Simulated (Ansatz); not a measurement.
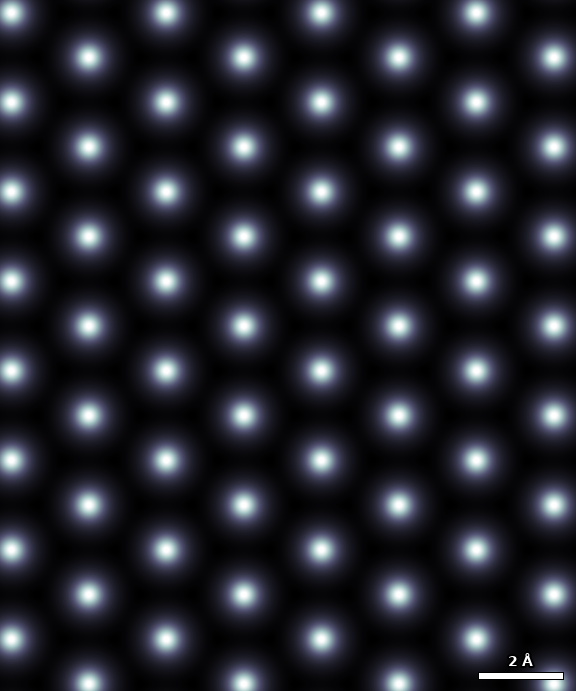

Projected-potential map of a crystal. Computed as the sum of neutral-atom potentials (tabulated electron scattering factors, B = 0.5 Å²) projected along the beam and smoothed by 0.25 Å; brighter is more positive. The display is stretched by a gamma of 0.7; percentages refer to the linear signal.

**What two-dimensional lattice does the image show, and how large is its cell?**

The pattern repeats on a hexagonal net with a repeat of 2.2 Å.

**What is the plane group of the image?**

p6mm: sixfold points with mirror lines through them.

**How many columns does the smallest repeating cell hold, and how many levels of brightness?**

1 column in the primitive cell of 4.1 Å², all of one brightness.

The crystal is Na (Fm-3m, No. 225) seen along [111]. Structure used: the input geometry of an electronic-structure calculation (not necessarily at equilibrium); the starting structure was generated, so it need not be a known form of this composition.
